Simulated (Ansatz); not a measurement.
# Quasiparticle gap of Bi3O4Cl (C2/c), part 2 of 2

How far does one-shot GW move the LDA gap of Bi3O4Cl (C2/c)?

Ansatz 0.2.0; LDA, then G0W0 on it, plane waves, PAW. Known limits of the many-body steps: finite bands, screening cutoff and k mesh; no spin-orbit coupling in G0W0; screening cutoff under 40 eV in some runs.

So far. Step 2 (Bands along the symmetry lines): Over mesh and path the gap is 2.476 eV, from k = (-0.500, 0.000, 0.000) to k = (-0.500, -0.500, 0.000). The least direct gap found is 2.513 eV, at k = (-0.500, -0.500, 0.000).

### 3. One-shot GW

G0W0 replaces the xc potential by a self-energy built once from the orbitals of the start. Levels are corrected in the window of bands that the input names, at points of the mesh.

This step: G0W0 on LDA, plane waves, PAW.

Input file input.yaml:

```yaml
crystal:
  lattice:
    - [9.6406818171, -2.8238, 0.0]
    - [9.6406818171, 2.8238, 0.0]
    - [-1.5365156966, 0.0, 5.484222887]
  atoms:
    - { symbol: Bi, position: [0.2925, 0.7075, 0.75] }
    - { symbol: Bi, position: [0.7075, 0.2925, 0.25] }
    - { symbol: Bi, position: [0.93879, 0.35443, 0.9332] }
    - { symbol: Bi, position: [0.64557, 0.06121, 0.5668] }
    - { symbol: Bi, position: [0.06121, 0.64557, 0.0668] }
    - { symbol: Bi, position: [0.35443, 0.93879, 0.4332] }
    - { symbol: Cl, position: [0.0, 0.5, 0.5] }
    - { symbol: Cl, position: [0.5, 0.0, 0.0] }
    - { symbol: O, position: [0.055, 0.1312, 0.6074] }
    - { symbol: O, position: [0.8688, 0.945, 0.8926] }
    - { symbol: O, position: [0.945, 0.8688, 0.3926] }
    - { symbol: O, position: [0.1312, 0.055, 0.1074] }
    - { symbol: O, position: [0.4988, 0.6314, 0.4794] }
    - { symbol: O, position: [0.3686, 0.5012, 0.0206] }
    - { symbol: O, position: [0.5012, 0.3686, 0.5206] }
    - { symbol: O, position: [0.6314, 0.4988, 0.9794] }
kpoints:
  mp_grid: { grid: [4, 4, 4] }
hamiltonian:
  xc: lda
scf:
  occupations: { method: fixed }
gw:
  n_empty_bands: 1005
  ecut_chi: 130.0
  qp_bands: [v4, c4]
  qp_kpoints: band_edges
  screening: { model: contour_deformation }
```

On the command line:

```
> ansatz run input.yaml --threads 3 --pin off --max-ram 92160MiB --backend cuda --events-out ev --progress --plain --runs-dir out --devices 1 --max-vram 13GiB
```

Numbers of over 12 decimals in the logs are rounded to 6 here.

The log of the run:

```text
GPUs: using 1 of 1 available (devices: 1).
[...]
GPU FFT provider: cuFFT
GPU libraries: cuBLAS 13.8.2, cuFFT 12.4.0, cuSOLVER 12.3.4
Crystal: 16 atoms, lattice volume = 298.598 Å³
Basis set: ecut = 420 eV, 5857 PW (Γ)
Bands: 92, of which v1, the nominal top of the filled ones, is band 76 counted from 1 (75 counted from 0)
Symmetry: 4 space group operations
[...]
k-points: 24 of 64
[...]
GPU buffer pool allocated for 207360 grid points (all kernels)
[...]
SCF iter   1: F=—  HF=-79045.018776 eV  |F-HF|=—  |Δ(HF+E_count)|=         —  Δρ=1.42e-2  dr2=6.17e-1  ethr=1.77e-3  ⟨swp⟩=5.0  Hψ=7217  notcnv=0  defer=322
[...]
SCF iter   8: F=-79044.878331 eV  HF=-79044.878331 eV  |F-HF|=8.37e-9  |Δ(HF+E_count)|=   4.49e-7  Δρ=2.75e-6  dr2=2.79e-8  ethr=6.58e-11  ⟨swp⟩=9.0  Hψ=10221  notcnv=0
SCF 1 converged in 8 iterations: F = -79044.878331 eV  dr2 = 2.79e-8
[...]
NSCF: frozen V_eff on 24 k-points
the band table was solved once the SCF had ended and its energy, with any forces and stress, was formed, with the checks that follow a solve (8570 applications of the Hamiltonian). They found nothing against the state; the energy, forces and stress were not computed again (output.eigenvalues in the input reference)
[...]
G₀W₀ screening: q 1/24
[... further progress lines ...]
[...]
SCF converged after 8 iterations
Free energy (F): -79044.878331 eV
[...]
Internal energy: -79044.878331 eV  (E = F + TS)
E sigma→0 (E₀):  -79044.878331 eV
Fermi energy:    7.401679 eV
[...]
--- Band table (eV; the first three rows and the last of 24) ---
  k-point 0: bands = [... 72 lower, 6.6346, 6.7635, 6.8433, 7.1283, 10.1107, 10.3092, 10.5710, 10.9148, ... 12 higher]
  k-point 1: bands = [... 72 lower, 6.7149, 6.7300, 6.9576, 7.1785, 10.3969, 10.6155, 10.8331, 11.0695, ... 12 higher]
  k-point 2: bands = [... 72 lower, 6.7291, 6.7291, 7.0779, 7.0779, 10.4593, 10.4593, 11.2228, 11.2228, ... 12 higher]
  k-point 23: bands = [... 72 lower, 6.7785, 6.7785, 7.0301, 7.0301, 10.8550, 10.8550, 11.2589, 11.2589, ... 12 higher]
--- G₀W₀: contour deformation, 6 samples at zero and on the imaginary axis and 2 off it, 64 q-points, 1005 empty bands' worth ---
  eigenvalues of the whole cell's RPA ε∞ on this k-mesh (on a slab, of 1 + 4πα/V) = 5.3245, 5.3496, 5.5271; static W/v taken at q = 0 is 0.184311
  bands read: the sum over 1081 bands ends inside a degenerate multiplet in 3 slots, whose members it reads at an even weight; the widest, k=2: bands 1081 to 1082 (counted from 1) at 1/2 each
  gw.qp_kpoints: band_edges: 24 of 24 stored k-points solved, in 1 pass; an edge of the gap read off the rows below is read off those points alone
    ik  band        ε_KS         Σx   Σc(E_QP)       V_xc       Z   E_QP_lin       E_QP  E_QP is
     0    73      6.6346   -25.2168     4.5740   -20.2782  0.7209     6.2675     6.2700  root
     0    74      6.7635   -23.2182     3.4734   -19.4047  0.7410     6.4216     6.4234  root
     0    75      6.8433   -23.2576     3.0310   -19.8560  0.7467     6.4706     6.4727  root
     0    76      7.1283   -23.7784     3.2360   -20.2165  0.7463     6.8008     6.8024  root
     0    77     10.1107    -9.9574    -3.5288   -14.2304  0.8085    10.8605    10.8549  root
     0    78     10.3092    -9.8519    -3.5286   -14.1227  0.8069    11.0571    11.0514  root
     0    79     10.5710   -11.3398    -3.4894   -15.6623  0.8008    11.4113    11.4042  root
     0    80     10.9148   -10.5910    -3.6497   -15.0121  0.8068    11.6927    11.6862  root
     1    73      6.7149   -23.2615     3.2049   -19.6830  0.7440     6.3391     6.3413  root
     1    74      6.7300   -24.3937     3.9874   -20.0418  0.7322     6.3632     6.3655  root
     1    75      6.9576   -23.6313     3.2416   -20.0673  0.7461     6.6336     6.6352  root
     1    76      7.1785   -23.4170     2.9280   -20.1729  0.7505     6.8610     6.8624  root
     1    77     10.3969   -10.1856    -3.5708   -14.5125  0.8060    11.1590    11.1530  root
     1    78     10.6155   -10.4713    -3.5870   -14.8189  0.8035    11.3825    11.3762  root
     1    79     10.8331   -10.8037    -3.5897   -15.1968  0.8006    11.6437    11.6366  root
     1    80     11.0695   -10.2714    -3.6905   -14.7711  0.7924    11.8871    11.8786  root
     2    73      6.7291   -23.8963     3.6898   -19.8255  0.7363     6.3457     6.3481  root
     2    74      6.7291   -23.8963     3.6898   -19.8255  0.7363     6.3457     6.3481  root
     2    75      7.0779   -23.7912     3.1494   -20.3380  0.7473     6.7728     6.7741  root
     2    76      7.0779   -23.7912     3.1494   -20.3380  0.7473     6.7728     6.7741  root
     2    77     10.4593   -10.1941    -3.4911   -14.4360  0.8032    11.2161    11.2101  root
     2    78     10.4593   -10.1941    -3.4911   -14.4360  0.8032    11.2161    11.2101  root
     2    79     11.2228   -10.4438    -3.7413   -15.0178  0.7939    12.0645    12.0555  root
     2    80     11.2228   -10.4438    -3.7413   -15.0178  0.7939    12.0645    12.0555  root
     3    73      6.5894   -24.8417     4.4213   -20.0343  0.7237     6.2006     6.2033  root
     3    74      6.7597   -23.4504     3.4375   -19.6085  0.7406     6.3527     6.3553  root
     3    75      6.8872   -23.5097     3.2415   -19.9084  0.7452     6.5255     6.5275  root
     3    76      7.2982   -23.8757     3.1030   -20.5033  0.7473     7.0277     7.0287  root
     3    77     10.5860   -10.3243    -3.6096   -14.6985  0.8033    11.3570    11.3506  root
     3    78     10.6801   -10.1910    -3.5694   -14.5345  0.8012    11.4609    11.4542  root
     3    79     10.9370   -10.9905    -3.6459   -15.4567  0.7998    11.7649    11.7573  root
     3    80     11.2630   -10.4127    -3.7956   -15.0152  0.7970    12.0781    12.0699  root
     4    73      6.5447   -24.4115     4.0987   -19.9378  0.7294     6.1672     6.1697  root
     4    74      6.6827   -23.1650     3.3527   -19.4081  0.7418     6.2758     6.2784  root
     4    75      6.9921   -23.6169     3.2304   -20.0426  0.7462     6.6464     6.6482  root
     4    76      7.2337   -24.0380     3.2222   -20.5466  0.7450     6.9636     6.9646  root
     4    77     10.5247   -10.0495    -3.6754   -14.4900  0.8086    11.2960    11.2898  root
     4    78     10.8224   -10.8567    -3.5485   -15.1930  0.7945    11.6174    11.6102  root
     4    79     11.0415   -10.4917    -3.6654   -14.9341  0.7947    11.8261    11.8186  root
     4    80     11.2166   -11.4560    -3.5802   -15.8655  0.7894    12.0543    12.0458  root
[...]
22    77     10.6229   -10.2792    -3.5784   -14.6180  0.8013    11.3898    11.3833  root
    22    78     10.7029   -11.1464    -3.4816   -15.4109  0.7996    11.4924    11.4859  root
    22    79     10.8169   -10.0951    -3.6727   -14.5605  0.8028    11.6167    11.6096  root
    22    80     11.2474   -10.6427    -3.7546   -15.2195  0.7899    12.0786    12.0696  root
    23    73      6.7785   -23.1882     3.4068   -19.3315  0.7410     6.3254     6.3287  root
    23    74      6.7785   -23.1882     3.4068   -19.3315  0.7410     6.3254     6.3287  root
    23    75      7.0301   -23.8260     3.2037   -20.3223  0.7459     6.7287     6.7300  root
    23    76      7.0301   -23.8260     3.2037   -20.3223  0.7459     6.7287     6.7300  root
    23    77     10.8550    -9.9244    -3.6087   -14.3001  0.7983    11.6290    11.6220  root
    23    78     10.8550    -9.9244    -3.6087   -14.3001  0.7983    11.6290    11.6220  root
    23    79     11.2589   -10.7097    -3.7865   -15.3396  0.7923    12.1117    12.1023  root
    23    80     11.2589   -10.7097    -3.7865   -15.3396  0.7923    12.1117    12.1023  root
```

Wall time 11 min (1 × NVIDIA H100 80GB HBM3 (shared by 6 runs) with 3 threads of AMD EPYC 7R13 (Zen 3), shared host); peak memory 8 GiB; 18 min of CPU time.

This step gave:

```yaml
bands_summed: 1081
rpa_eps_infinity_on_this_mesh_eigenvalues: 5.325, 5.350, 5.527
plane_waves_in_the_screening_matrix: 1013
q_points_in_the_mesh: 64
g0w0_gap_over_the_corrected_points: 3.459 eV
k_of_the_valence_top: 0, -0.5, 0
k_of_the_conduction_bottom: -0.5, -0.5, 0
starting_gap_on_the_mesh: 2.476 eV
z_at_the_valence_top: 0.7471
z_at_the_conduction_bottom: 0.8133
least_direct_g0w0_gap_over_the_corrected_points: 3.525 eV
```

Over all 24 irreducible mesh points the G0W0 gap is 3.459 eV, from k = (0.000, -0.500, 0.000) to k = (-0.500, -0.500, 0.000). The LDA gap of this run on the mesh is 2.476 eV. The two states that bound the G0W0 gap lie that far apart at the start, so the correction of the gap is 3.459 − 2.476 = +0.983 eV.

Labels follow the order of the start: v1 is the top filled band, c1 the lowest empty one; levels that stay degenerate share a row, the window can cut a multiplet, doubted levels are not marked in this list, bands outside the window were not corrected, and the list may be a part of the corrected levels. Levels before and after the correction, in eV, zero at the valence-band top of each column:

|  | conduction bottom | valence top |
| --- | --- | --- |
| Kohn-Sham | 2.48 | 0.00 |
| G0W0 | 3.46 | 0.00 |

```
                      level  occupation  energy (eV)
Kohn-Sham     (0 -0.5 0) v3           2       -0.810
Kohn-Sham     (0 -0.5 0) v2           2       -0.699
Kohn-Sham     (0 -0.5 0) v1           2        0.000
Kohn-Sham     (0 -0.5 0) c1           0        3.081
Kohn-Sham     (0 -0.5 0) c2           0        3.568
Kohn-Sham     (0 -0.5 0) c3           0        3.782
Kohn-Sham  (-0.5 -0.5 0) v3           2       -0.711
Kohn-Sham  (-0.5 -0.5 0) v2           2       -0.429
Kohn-Sham  (-0.5 -0.5 0) v1           2       -0.037
Kohn-Sham  (-0.5 -0.5 0) c1           0        2.476
Kohn-Sham  (-0.5 -0.5 0) c2           0        3.268
Kohn-Sham  (-0.5 -0.5 0) c3           0        3.445
     G0W0     (0 -0.5 0) v3           2       -1.075
     G0W0     (0 -0.5 0) v2           2       -0.809
     G0W0     (0 -0.5 0) v1           2        0.000
     G0W0     (0 -0.5 0) c1           0        4.067
     G0W0     (0 -0.5 0) c2           0        4.606
     G0W0     (0 -0.5 0) c3           0        4.856
     G0W0  (-0.5 -0.5 0) v3           2       -0.815
     G0W0  (-0.5 -0.5 0) v2           2       -0.508
     G0W0  (-0.5 -0.5 0) v1           2       -0.065
     G0W0  (-0.5 -0.5 0) c1           0        3.459
     G0W0  (-0.5 -0.5 0) c2           0        4.313
     G0W0  (-0.5 -0.5 0) c3           0        4.497
```

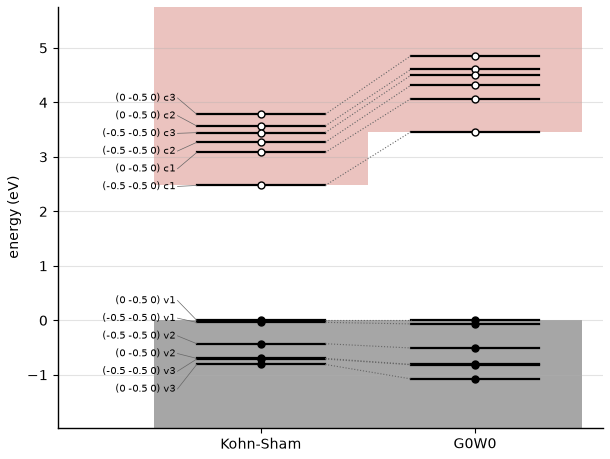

Levels before and after the correction. Shaded: valence and conduction bands. Filled marks are occupied levels, open marks empty ones.

The parts of the quasiparticle energy for the two states that bound the G0W0 gap, in eV on the run's own scale (QP = start + Σx + Σc − Vxc, with Σc at the quasiparticle energy):

```csv
edge,k,band,start,Σx,Σc,Vxc,Z,QP
valence top,"(0.000, -0.500, 0.000)",76,7.402,−24.026,3.081,−20.697,0.747,7.154
conduction bottom,"(-0.500, -0.500, 0.000)",77,9.877,−10.334,−3.512,−14.582,0.813,10.613
```

### 4. Spin-orbit coupling in LDA

This run has two-component orbitals with spin-orbit coupling.

This step: DFT, LDA with spin-orbit coupling, plane waves, PAW.

input.yaml: that of step 3 with these lines changed.

```diff
@@ -24,2 +24,14 @@
   mp_grid: { grid: [4, 4, 4] }
+  band_path:
+    path:
+      - [0.0, 0.0, 0.0]
+      - [-0.27313186, 0.27313186, 0.0]
+      - [-0.72686814, -0.27313186, 0.0]
+      - [-0.5, -0.5, 0.0]
+      - [-0.5, -0.5, 0.5]
+      - [-0.74799509, -0.25200491, 0.5]
+      - [-0.25200491, 0.25200491, 0.5]
+      - [0.0, 0.0, 0.5]
+      - [-0.5, 0.0, 0.0]
+    npoints: 1
 hamiltonian:
@@ -28,7 +40,9 @@
   occupations: { method: fixed }
-gw:
-  n_empty_bands: 1005
-  ecut_chi: 130.0
-  qp_bands: [v4, c4]
-  qp_kpoints: band_edges
-  screening: { model: contour_deformation }
+  n_extra_bands: 18
+magnetization:
+  noncollinear: true
+  spin_orbit: true
+output:
+  eigenvalues: true
+  forces: true
+  stress: true
```

The log of the run:

```text
[...]
GPUs: using 1 of 1 available (devices: 1).
[...]
non-collinear run that drives no moment, with spin-orbit: no starting moment large enough to seed its density (crystal.atoms[].spin), no starting occupations that ask for one, no magnetisation constraint and no magnetic field, so the semilocal B_xc is pinned to zero
[...]
GPU FFT provider: cuFFT
GPU libraries: cuBLAS 13.8.2, cuFFT 12.4.0, cuSOLVER 12.3.4
Crystal: 16 atoms, lattice volume = 298.598 Å³
Basis set: ecut = 420 eV, 5857 PW (Γ)
Bands: 170, of which v1, the nominal top of the filled ones, is band 152 counted from 1 (151 counted from 0)
Symmetry: 4 space group operations + 4 with time reversal
[...]
k-points: 24 of 64
Projection manifold: j_resolved (fully-relativistic pseudo-atomic orbitals)
[...]
GPU buffer pool allocated for 207360 grid points (all kernels)
[...]
SCF iter   1: F=—  HF=-79283.696595 eV  |F-HF|=—  |Δ(HF+E_count)|=         —  Δρ=4.48e-2  dr2=5.97e0  dr2_m=0.00e0 (ungated)  ethr=3.10e-3  |M|=0.00e0 ∫|m|=0.00e0 μB  |m|>n=0.0e0 m-floor=0.0e0 τ_xc=0.0e0  β_m=0.30  ⟨swp⟩=5.1  Hψ=7913  notcnv=0  defer=302
[...]
spin=Noncollinear: Resta preconditioning applied to the charge; magnetization (m_x, m_y, m_z) channels mix plain (no charge-response kernel on spin).
[...]
site 14: m = (+0.0000, +0.0000, +0.0000) μB, |m| = 0.0000 μB  (R = 0.86 Å)
  site 15: m = (+0.0000, +0.0000, +0.0000) μB, |m| = 0.0000 μB  (R = 0.86 Å)
Free energy (F): -79281.908755 eV
[...]
Internal energy: -79281.908755 eV  (E = F + TS)
E sigma→0 (E₀):  -79281.908755 eV
Fermi energy:    7.303619 eV
[...]
--- Forces (eV/Å), atoms counted from 1 ---
  atom   1  Bi     0.00000000     0.05798085     0.00000000
  atom   2  Bi    -0.00000000    -0.05798085    -0.00000000
  atom   3  Bi     0.05697341    -0.10386039     0.10281002
  atom   4  Bi    -0.05697341    -0.10386039    -0.10281002
  atom   5  Bi    -0.05697341     0.10386039    -0.10281002
  atom   6  Bi     0.05697341     0.10386039     0.10281002
  atom   7  Cl     0.00000000     0.00000000     0.00000000
  atom   8  Cl     0.00000000     0.00000000     0.00000000
[...]
atom  13  O     -0.10190318     0.09352645     0.17294253
  atom  14  O      0.10190318     0.09352645    -0.17294253
  atom  15  O      0.10190318    -0.09352645    -0.17294253
  atom  16  O     -0.10190318    -0.09352645     0.17294253
  max |Σ_I F_I| component: 1.39e-17 eV/Å
--- Stress (GPa, compression-positive) ---
       -2.236524       0.000000       0.420337
        0.000000      -2.195112      -0.000000
        0.420337      -0.000000      -1.981216
  P = ⅓ Tr σ = -2.1376 GPa (-21.376 kbar)
--- Band table (eV; the first three rows and the last of 24) ---
  k-point 0: bands = [... 148 lower, 6.7677, 6.7677, 7.0371, 7.0371, 9.6340, 9.6340, 9.9659, 9.9659, ... 14 higher]
  k-point 1: bands = [... 148 lower, 6.8622, 6.8622, 7.0972, 7.0972, 9.9092, 9.9092, 10.0660, 10.0660, ... 14 higher]
  k-point 2: bands = [... 148 lower, 6.9844, 6.9844, 6.9844, 6.9844, 9.9962, 9.9962, 9.9962, 9.9962, ... 14 higher]
  k-point 23: bands = [... 148 lower, 6.9398, 6.9398, 6.9398, 6.9398, 10.2857, 10.2857, 10.2857, 10.2857, ... 14 higher]
[key lines of the parts left out:]
SCF converged after 10 iterations
Magnetization: |M| = 0.0000 μB,  M = (+0.0000, +0.0000, +0.0000) μB
```

Run time: 15 s. Hardware: 1 × NVIDIA H100 80GB HBM3 (shared by 6 runs) with 3 threads; peak memory 1.4 GiB; 25 s of CPU time.

Numbers from this step:

```yaml
pressure: -2.138 GPa
gap: 2.253 eV
valence_top_at: k = (-0.500, 0.000, 0.000)
conduction_bottom_at: Y_2
least_direct_gap: 2.281 eV
```

Over mesh and listed points the gap is 2.253 eV, from k = (-0.500, 0.000, 0.000) to k = (-0.500, -0.500, 0.000). The least direct gap found is 2.281 eV, at k = (-0.500, -0.500, 0.000). LDA+SOC against LDA: 2.253 − 2.476 = −0.223 eV, with the same mesh, set of files (read in its fully relativistic form for the spin-orbit run) and cutoff, and both edges at the same k points. The spin-orbit run sees mesh and listed points alone, so its gap is an upper bound: the coupling can move an edge off these points, and the change over the zone, its sign included where it is small, is not known.

### 5. The runs together

Each gap is the least one over the points named; times are wall times on shared hosts, not benchmarks. A G0W0 time includes the run's own self-consistent start. Runs with listed points see these and the mesh alone, so an edge that moves elsewhere is missed. Rows marked * are further runs, not shown as steps, whose inputs differ from the G0W0 step on the same start in the columns given; solver thresholds can differ too. Symmetry makes (-0.500, 0.000, 0.000) and (0.000, -0.500, 0.000) one point.

```
    level   mesh       files, cutoff  bands summed, screening                          points  gap (eV)             valence top        conduction bottom  least direct gap (eV)     time
      LDA  4×4×4  soft_2 PAW, 420 eV                        -                   mesh and path     2.476  (-0.500, 0.000, 0.000)  (-0.500, -0.500, 0.000)                  2.513     10 s
  LDA+SOC  4×4×4  soft_2 PAW, 420 eV                        -          mesh and listed points     2.253  (-0.500, 0.000, 0.000)  (-0.500, -0.500, 0.000)                  2.281     15 s
G0W0@LDA*  4×4×4  soft_2 PAW, 420 eV               241, 39 eV  all 24 irreducible mesh points     3.380  (0.000, -0.500, 0.000)  (-0.500, -0.500, 0.000)                  3.407  1.9 min
G0W0@LDA*  4×4×4  soft_2 PAW, 420 eV               543, 78 eV  all 24 irreducible mesh points     3.339  (0.000, -0.500, 0.000)  (-0.500, -0.500, 0.000)                  3.401  3.4 min
 G0W0@LDA  4×4×4  soft_2 PAW, 420 eV             1081, 130 eV  all 24 irreducible mesh points     3.459  (0.000, -0.500, 0.000)  (-0.500, -0.500, 0.000)                  3.525   11 min
G0W0@LDA*  2×2×2  soft_2 PAW, 420 eV               543, 78 eV   all 6 irreducible mesh points     3.327  (0.000, -0.500, 0.000)  (-0.500, -0.500, 0.000)                  3.380     18 s
```

### 6. Summary of results

* LDA gap over mesh and path: 2.476 eV, from k = (-0.500, 0.000, 0.000) to k = (-0.500, -0.500, 0.000)
* G0W0@LDA gap over all 24 irreducible mesh points: 3.459 eV, from k = (0.000, -0.500, 0.000) to k = (-0.500, -0.500, 0.000)
* LDA+SOC gap over mesh and listed points: 2.253 eV
* GW settings: 4×4×4 mesh, 1005 empty bands, screening to 130 eV
* known limits: finite bands, screening cutoff and k mesh; no spin-orbit coupling in G0W0; screening cutoff under 40 eV in some runs

Over all 24 irreducible mesh points the G0W0 gap is 3.459 eV, from k = (0.000, -0.500, 0.000) to k = (-0.500, -0.500, 0.000). The LDA gap of this run on the mesh is 2.476 eV. The two states that bound the G0W0 gap lie that far apart at the start, so the correction of the gap is 3.459 − 2.476 = +0.983 eV. The valence state moves by 7.154 − 7.402 = −0.248 eV and the conduction state by 10.613 − 9.877 = +0.736 eV, on the run's own scale; with 241 bands the edge states move by +0.277 and +1.181 eV, so the split between the edges depends on the bands and cutoff. Both edges that LDA shows over mesh and path lie at k points where levels were corrected. Levels at other points were not corrected, so a lower G0W0 gap elsewhere in the zone is not ruled out. From 241 bands and 39 eV to 1081 bands and 130 eV the gap moves by 3.459 − 3.380 = +0.079 eV (rung by rung 3.380, 3.339, 3.459 eV); bands and screening cutoff rise together, so their parts are not told apart. The gap turns back along the series (3.380, 3.339, 3.459 eV), so no line is drawn and the limit is not known. With the 2×2×2 mesh in place of the 4×4×4 mesh and all else as in the G0W0@LDA row with 543 bands, the gap differs by 3.327 − 3.339 = −0.012 eV, and that of the start by 2.480 − 2.476 = +0.004 eV. LDA+SOC against LDA: 2.253 − 2.476 = −0.223 eV, with the same mesh, set of files (read in its fully relativistic form for the spin-orbit run) and cutoff, and both edges at the same k points. The spin-orbit run sees mesh and listed points alone, so its gap is an upper bound: the coupling can move an edge off these points, and the change over the zone, its sign included where it is small, is not known. What spin-orbit coupling does to the G0W0 levels was not computed, so no sum with the G0W0 gap is formed. The G0W0 runs are scalar-relativistic. G0W0 is shown with one set of atomic data (soft_2 PAW), so the error from the files is not known here. A screening cutoff under 40 eV is crude: G0W0@LDA with 241 bands at 39 eV.

[Paths, hosts, dates, memory and timing lines, banners, echoed tables and standing remarks are left out of the program output.]

[Logs are printed without paths, hosts, clocks, repeated set-up lines and the standing remarks that a program may print on its own settings, such as how far it seeks lower states.]

[Runs of the session that timed out or met a known fault of the program may be left out.]

[Cells called generated may have been cut or substituted from an entry of the Crystallography Open Database or the Materials Project.]

[Hosts, paths, dates, database ids (printed as entryN), source tags and the programs' standing remarks are cut or masked in the printed files.]

[Where an RPA ε∞ is given, it is that of the G0W0 mesh and is not shown converged in it. Names of k-points follow the symmetry that the program found, which can be lower than the space group named. Band edges on a path are those of the sampled points; other points can move an edge, and change direct to indirect where valleys lie close.]

[Hybrid gaps are those of their k-mesh and are not shown converged in it.]
